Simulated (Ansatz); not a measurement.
## Wannier-function calculation of KI

- system: KI (Fm-3m, 2 atoms in the cell)
- method: DFT, PBE, plane waves, PAW, no spin polarisation (Ansatz 0.2.0)

The structure derives from an entry of the Crystallography Open Database. The geometry comes from this level: r2SCAN. It belongs to a series of runs on one base structure; here: plain search.

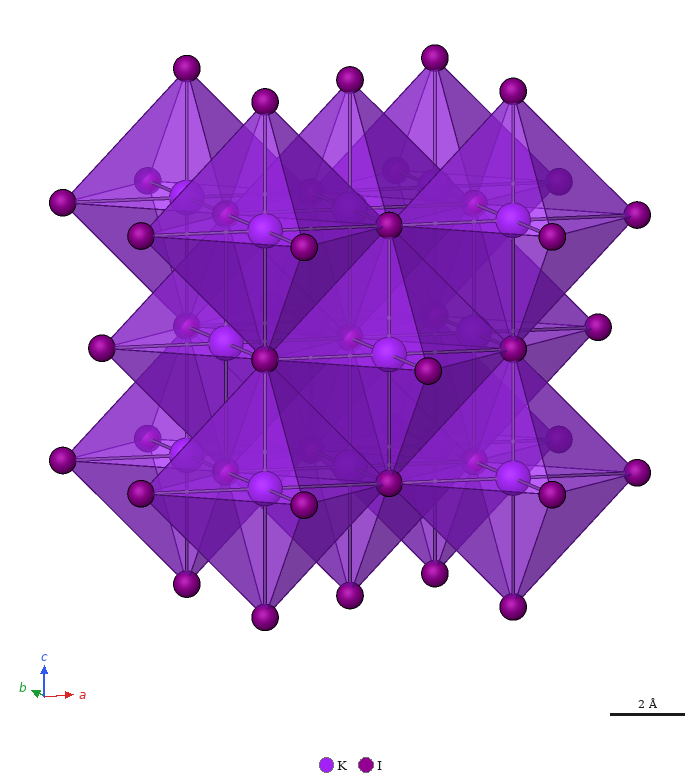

Figure 1. The input geometry (polyhedral view of the cell 4 times as large as that of the calculation, set on its symmetry axes, seen slightly off an axis; polyhedra are completed across the faces of the cell).

Results in brief

```tsv
quantity	value
outcome	converged
space group (tolerance 0.01 Å)	Fm-3m (225)
electrons treated	26
free energy	−9053.6928 eV
total spread of the Wannier functions	10.568 Å²
Fermi energy	2.189 eV
gap on the k-point mesh	3.94 eV
hardware	4 threads of Arm Neoverse V1, 24 GiB of memory available, shared host
wall time	4 s (CPU time 14 s)
peak memory	0.38 GiB
```

Remarks

Settings chosen away from the usual ones: plain search.

Input
```yaml
crystal:
  lattice:
    - [0.0, 3.5445661619, 3.5445661619]
    - [3.5445661619, 0.0, 3.5445661619]
    - [3.5445661619, 3.5445661619, 0.0]
  atoms:
    - { symbol: K, position: [0.0, 0.0, 0.0] }
    - { symbol: I, position: [0.5, 0.5, 0.5] }
kpoints:
  mp_grid: { grid: [6, 6, 6] }
  band_path:
    path:
      - [[0.0, 0.0, 0.0], [0.5, -4.312549237508e-35, 0.5], [0.625, 0.25, 0.625]]
      - [[0.375, 0.375, 0.75], [0.0, 0.0, 0.0], [0.5, 0.5, 0.5], [0.5, 0.25, 0.75], [0.5, -4.312549237508e-35, 0.5]]
    npoints: 10
hamiltonian:
  xc: pbe
scf:
  occupations: { method: fixed }
  n_extra_bands: 6
output:
  forces: false
  stress: false
  eigenvalues: true
  wannier:
    kmesh: [4, 4, 4]
    projections: [{ species: K, l: s, shell: 4 }, { species: I, l: p, shell: 5 }]
    minimise: true
    write_hr: true
    conv_tol: 1.0e-08
    max_iter: 1000
    disentanglement: { window: [-7.81, 18.13], frozen_window: [-4.81, 6.93] }
    stability_check: false
  write_density: true
  write_potential: true
  elf: true
  volumetric_format: npy
```

File wannier.win
```
! ansatz wannier90 interface
! projections by site (counted from 0) and shell: 0 4S, 1 5P
! states of the run's bands (counted from 1): 1-29
num_bands = 29
num_wann  = 4
num_iter  = 2000
conv_tol = 1e-8
conv_window = 5
dis_win_min = -7.81
dis_win_max = 18.13
dis_froz_min = -4.81
dis_froz_max = 6.93
dis_num_iter = 10000
guiding_centres = true
write_hr = true

begin unit_cell_cart
Ang
                      0.0             3.5445661619             3.5445661619
             3.5445661619                      0.0             3.5445661619
             3.5445661619             3.5445661619                      0.0
end unit_cell_cart

begin atoms_frac
K                        0.0                      0.0                      0.0
I                        0.5                      0.5                      0.5
end atoms_frac

mp_grid = 4 4 4
```

Command:
```bash
ansatz run input.yaml --threads 4 --pin off --max-ram 3686MiB --backend cpu --events-out ev --progress --plain --runs-dir out
```

The program's output
```
scf.n_extra_bands = 6 over 13 filled bands (N_el = 26.0): the run solves 19 bands
Engine: ansatz 0.2.0, aarch64-unknown-linux-gnu
Pseudopotentials: kind: paw
Pseudopotential: K, paw, valence charge 9, recommended cutoff 420 eV (normal), K.paw.azcp
Pseudopotential: I, paw, valence charge 17, recommended cutoff 420 eV (normal), I.paw.azcp
Functional definition: PBE
  parameter kappa = 0.804
  parameter beta = 0.06672455060314922
  exchange = pbe_x(kappa = kappa, mu = beta*pi^2/3)
  correlation = pbe_c(beta = beta)
Crystal: 2 atoms, lattice volume = 89.067 Å³
Basis set: ecut = 420 eV, 1807 PW (Γ)
Bands: 19, of which v1, the nominal top of the filled ones, is band 13 counted from 1 (12 counted from 0)
Symmetry: 48 space group operations
Space group: Fm-3m (ITA 225), of the structure as read, at distance tolerance 4.5e-5 Å
k-points: 16 of 216
Non-local potential: K, projectors of the file, l = 0: 3, l = 1: 2, l = 2: 2
Non-local potential: I, projectors of the file, l = 0: 2, l = 1: 2, l = 2: 2, l = 3: 2
PAW form: soft (Blöchl's): semilocal exchange-correlation on the pseudo side does not see the compensation charge
PAW one-centre angular grid: K, 110 points (default); XC on 64 Gauss nodes
PAW one-centre angular grid: I, 590 points (default); XC on 64 Gauss nodes
Initial density: superposition of atomic densities (neutral atoms: chi_scale 0, normalization atom), corrected by the library's trained network
Initial wavefunctions: pseudopotential atomic-orbital guess
Functional: x = pbe(κ = 0.804, μ = 0.2195149727645171), c = pbe(β = 0.06672455060314922)
SCF iter   1: F=—  HF=-9053.693381 eV  |F-HF|=—  |Δ(HF+E_count)|=         —  Δρ=2.22e-4  dr2=3.45e-5  ethr=1.77e-3  ⟨swp⟩=5.3  Hψ=1355  notcnv=0  defer=60
preconditioner: auto → none  [insulator: Δε(μ)=3.936 eV  Ē_g=14.312 eV  n_scr=14 (ndim 8)  ℏωp=14.7 eV  f_vac=0.141  ε∞_Penn≈2.1]
SCF iter   2: F=—  HF=-9053.692867 eV  |F-HF|=—  |Δ(HF+E_count)|=   5.14e-4  Δρ=2.89e-4  dr2=1.49e-4  ethr=1.33e-7  ⟨swp⟩=3.6  Hψ=900  notcnv=0  defer=62
SCF iter   3: F=—  HF=-9053.692824 eV  |F-HF|=—  |Δ(HF+E_count)|=   4.32e-5  Δρ=1.52e-4  dr2=3.74e-5  ethr=1.33e-7  ⟨swp⟩=2.0  Hψ=485  notcnv=0  defer=62
SCF iter   4: F=—  HF=-9053.692822 eV  |F-HF|=—  |Δ(HF+E_count)|=   1.55e-6  Δρ=1.70e-5  dr2=2.79e-7  ethr=1.33e-7  ⟨swp⟩=2.0  Hψ=507  notcnv=0  defer=64
iter 5 did not close the SCF: its close was put off for the readings that it lacked (scf_convergence_deferred on its scf_iter line)
SCF iter   5: F=-9053.692823 eV  HF=-9053.692823 eV  |F-HF|=8.50e-8  |Δ(HF+E_count)|=   1.09e-6  Δρ=6.86e-6  dr2=7.84e-8  ethr=1.07e-9  ⟨swp⟩=2.3  Hψ=490  notcnv=0  defer=64
SCF iter   6: F=-9053.692823 eV  HF=-9053.692823 eV  |F-HF|=2.82e-8  |Δ(HF+E_count)|=   2.67e-8  Δρ=3.54e-6  dr2=2.47e-8  ethr=3.02e-10  ⟨swp⟩=7.9  Hψ=1728  notcnv=0
SCF 1 converged in 6 iterations: F = -9053.692823 eV  dr2 = 2.47e-8
  greatest PAW one-centre occupation: 0.999 electrons in one spin orbital (limit 2), on the I atom at site 1 (counted from 0), in its partial waves of l = 2
NSCF: frozen V_eff on 62 k-points
NSCF: frozen V_eff on 11 k-points
the Wannier pass solved 11 of the 64 points of its mesh, and has the states at the others by symmetry: states obtained by the crystal's operations at points that were solved too leave a residual of 3.49e-13 eV (read by the count's bands and the next), within 6.67e-6 eV
NSCF: frozen V_eff on 11 k-points
the Wannier pass solved 11 of the 64 points of its mesh, and has the states at the others by symmetry: states obtained by the crystal's operations at points that were solved too leave a residual of 2.58e-13 eV (read by the count's bands and the next), within 6.67e-6 eV
NSCF: frozen V_eff on 11 k-points
the Wannier pass solved 11 of the 64 points of its mesh, and has the states at the others by symmetry: states obtained by the crystal's operations at points that were solved too leave a residual of 3.00e-13 eV (read by the count's bands and the next), within 6.67e-6 eV
NSCF: frozen V_eff on 11 k-points
the Wannier pass solved 11 of the 64 points of its mesh, and has the states at the others by symmetry: states obtained by the crystal's operations at points that were solved too leave a residual of 3.98e-13 eV (read by the count's bands and the next), within 6.67e-6 eV
SCF converged after 6 iterations
Free energy (F): -9053.692823 eV
Harris-Foulkes:  -9053.692823 eV  (|F-HF|=2.82e-8)
Internal energy: -9053.692823 eV  (E = F + TS)
E sigma→0 (E₀):  -9053.692823 eV
Fermi energy:    2.188501 eV
--- Per-component energies (eV) ---
  E_band       = -523.561130
  E_kinetic    = 442.989348
  E_local      = -2842.203979  (includes V_loc(G=0)·N_el)
  E_nonlocal   = -77.405983
  E_hartree    = 1346.951570
  E_xc         = -263.431614
  E_vxc        = -293.729043  (∫ρ·V_xc dr)
  E_paw        = -5599.040548  (= ΣΔE_a)
  E_vpaw       = -447.105579  (= ΣTr[D̂ρ^β])
  E_aug_tail   = 0.000005  (compensation charges beyond the density's cutoff)
  E_ewald      = -2061.551622
  E_smearing   = -0.000000  (= −TS)
  E_closure    = 0.000000  (closes the sum)
  Σ components = -9053.692823   (vs F -9053.692823, Δ=0.00e0)
--- Band table (eV; the first three rows and the last of 16) ---
  k-point 0: bands = ["-40.5404", "-40.5404", "-40.5376", "-40.5376", "-40.5376", "-26.3234", "-9.8103", "-9.8103", "-9.8103", "-8.2985", "2.1885", "2.1885", "2.1885", "6.1322", "8.6992", "8.6992", "8.6992", "9.4115", "9.4115"]
  k-point 1: bands = ["-40.5404", "-40.5404", "-40.5376", "-40.5376", "-40.5376", "-26.3230", "-9.8485", "-9.8109", "-9.8109", "-8.2296", "1.7788", "2.1004", "2.1004", "6.7498", "8.6153", "8.9869", "8.9869", "9.7224", "9.7224"]
  k-point 2: bands = ["-40.5404", "-40.5404", "-40.5376", "-40.5376", "-40.5376", "-26.3220", "-9.9173", "-9.8120", "-9.8120", "-8.0977", "1.1530", "1.9370", "1.9370", "7.5257", "9.1880", "9.6837", "9.6837", "10.5410", "10.5410"]
  k-point 15: bands = ["-40.5404", "-40.5404", "-40.5376", "-40.5376", "-40.5376", "-26.3209", "-9.8504", "-9.8471", "-9.8342", "-8.1184", "1.3333", "1.6369", "1.6559", "7.8678", "8.5614", "9.5830", "10.4713", "10.7194", "11.7584"]
Wannier search: line search 1 of at most 1000: gauge-dependent spread (as the search counts it) 0.1848197 Å², largest recent change 1.2e-1 Å² against conv_tol 1.0e-8 Å², 0 stops escaped
```

File rho_z.tsv
```
# z_ang	rho[e/angstrom^3]
# format = ansatz-planar-average/11
# lattice	0.000000000	3.544566162	3.544566162
# lattice	3.544566162	0.000000000	3.544566162
# lattice	3.544566162	3.544566162	0.000000000
# sites	2
# site	19	0.000000000	0.000000000	0.000000000
# site	53	3.544566162	3.544566162	3.544566162
0.000000	3.332184e-1
0.139244	3.261011e-1
0.278487	3.045874e-1
0.417731	2.693773e-1
0.556975	2.250521e-1
0.696219	1.800527e-1
0.835462	1.427422e-1
0.974706	1.186630e-1
1.113950	1.091281e-1
1.253193	1.126041e-1
1.392437	1.267671e-1
1.531681	1.487315e-1
1.670925	1.832826e-1
1.810168	2.485381e-1
1.949412	3.572206e-1
2.088656	4.958429e-1
2.227899	6.307545e-1
2.367143	7.273104e-1
2.506387	7.621540e-1
2.645630	7.273104e-1
2.784874	6.307545e-1
2.924118	4.958429e-1
3.063362	3.572206e-1
3.202605	2.485381e-1
3.341849	1.832826e-1
3.481093	1.487315e-1
3.620336	1.267671e-1
3.759580	1.126041e-1
3.898824	1.091281e-1
4.038068	1.186630e-1
4.177311	1.427422e-1
4.316555	1.800527e-1
4.455799	2.250521e-1
4.595042	2.693773e-1
4.734286	3.045874e-1
4.873530	3.261011e-1
```

File wannier.spreads.toml
```
omega_i_ang2 = 10.416464855158011
omega_d_ang2 = 0.0000000000000000000000000041327273223546444
omega_od_ang2 = 0.15142308764493673
omega_total_ang2 = 10.567887942802948
least_projectability = 0.5586738278507368
b_vectors_match_mmn = true
n_iter = 11
converged = true
dis_converged = true
dis_n_iter = 80
dis_n_moved = 0

[[wannier]]
r = [3.544566161900015, 3.544566161900015, 3.5445661619000153]
spread = 2.162998322667441

[[wannier]]
r = [3.544566161900014, 3.544566161900013, 3.5445661619000135]
spread = 2.1629983226706173

[[wannier]]
r = [3.5445661619000037, 3.544566161900004, 3.5445661619000073]
spread = 2.162998322674227

[[wannier]]
r = [-0.0000000000000002682603422971375, -0.000000000000027262281200722147, 0.00000000000005846813773341248]
spread = 4.078892974789966
```

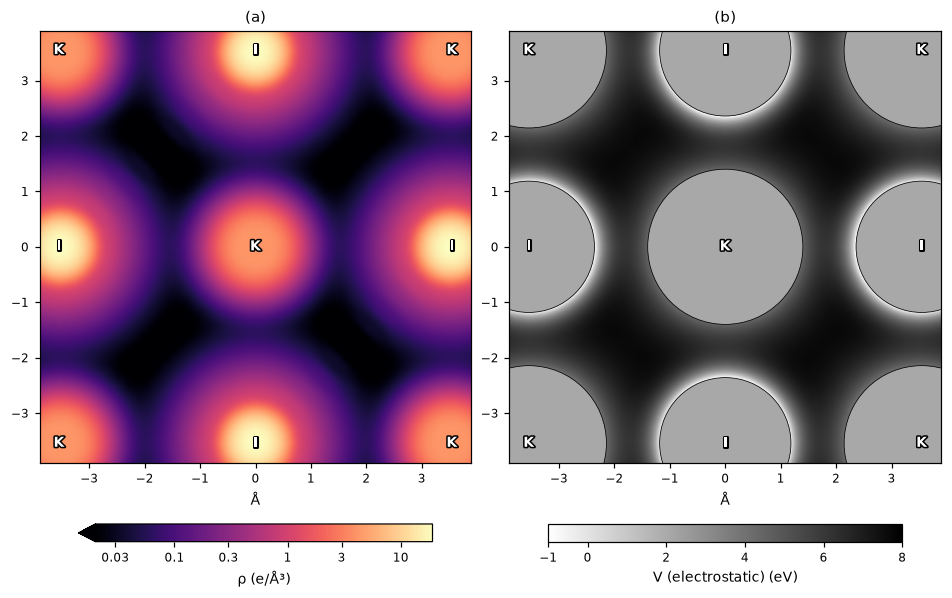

Figure 2. (a) valence charge density (pseudo); (b) electrostatic potential (local pseudopotential plus Hartree) felt by an electron on the (010) plane of the conventional cell. Grey discs, where drawn, cover atomic cores. Atoms in the plane: K and I. K–I (3.54 Å): ρ is about 0.08 e/Å³ halfway, with its minimum of 0.06 e/Å³ about 1.6 Å from K. Away from the nuclei the density in this plane falls to 0.01 e/Å³ at its lowest. Outside the cores the potential energy rises away from the atoms and is highest about 2.1 Å from the nearest atoms; outside the discs it spans about 8 eV, and its zero is arbitrary. The fields are those of the smooth PAW valence density.

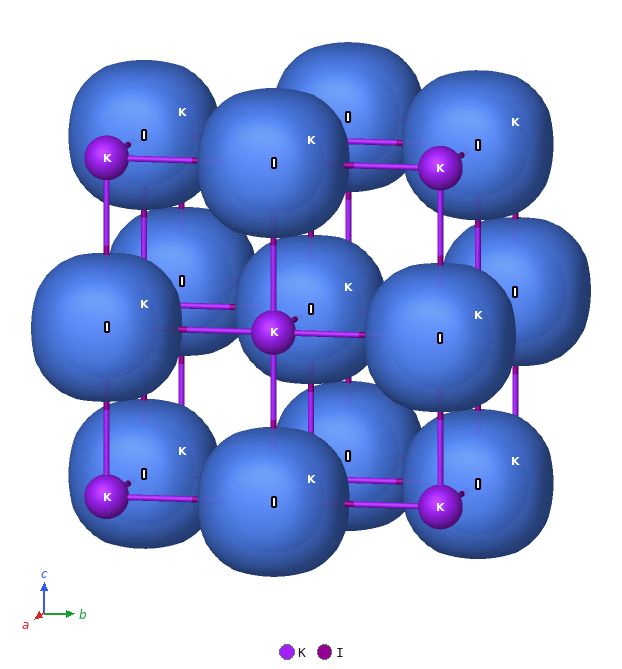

Figure 3. Isosurface of the ELF at 0.7 (blue), seen slightly off an axis. Core shells and regions of very low density are left out. Sticks mark near contacts. The outline is the cell set on symmetry axes.

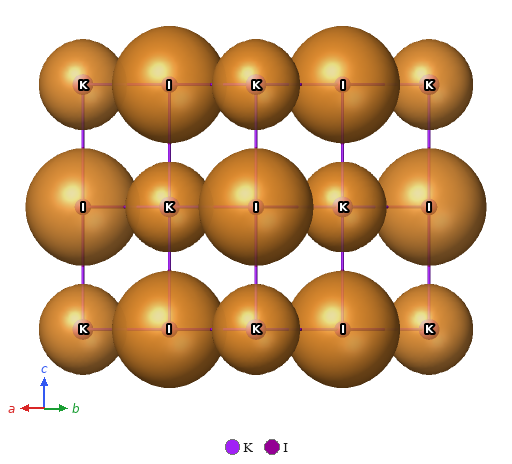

Figure 4. Isosurface of the valence pseudo-density at 0.1 e/Å³ (orange), seen along [110]. Sticks mark near contacts. The outline is the cell set on symmetry axes. At this value the density breaks into separate islands; it holds about 90 % of the electrons treated as valence (semicore included). It is pinched off along the K–I (3.54 Å) contacts. On the grid the lowest density along these lines, outside the cores, is 0.06 e/Å³ (K–I, 3.54 Å).
